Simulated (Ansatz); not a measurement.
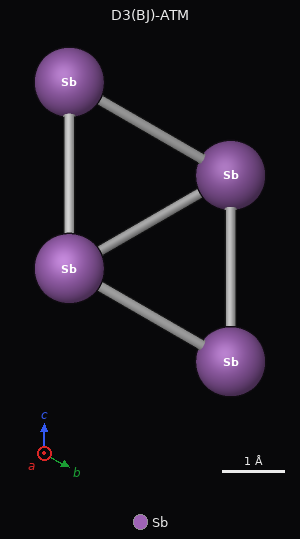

Solid Sb (set up in Im-3m), relaxed (cell and atoms) with several dispersion corrections. The picture shows the result with D3(BJ)-ATM. The picture is a ball-and-stick view of the cell of the calculation, seen along the a axis.

Computed with Ansatz 0.2.0: PBEsol, Ansatz PAW. Settings: plane-wave cutoff 420 eV; k-point mesh 10 × 10 × 10; occupations fermi-dirac; smearing width 0.05 eV; no spin polarisation; cell and atoms relaxed; force threshold 0.01 eV/Å.

| dispersion correction | volume (Å³/atom) | a (Å) |
| --- | --- | --- |
| D3(BJ)-ATM | 25.078 | 3.194 |
| none | 26.213 | 3.241 |
| D4 | 25.458 | 3.210 |
| D3(BJ) | ? | ? |

Estimate the missing row from the others, and compare with the calculation.

With D3(BJ) the volume is the smallest of the series, below D3(BJ)-ATM (25.078). The calculation gives 24.935 Å³/atom (a = 3.188 Å). In order of volume: D3(BJ) < D3(BJ)-ATM < D4 < none; the spread is 5.1 %.
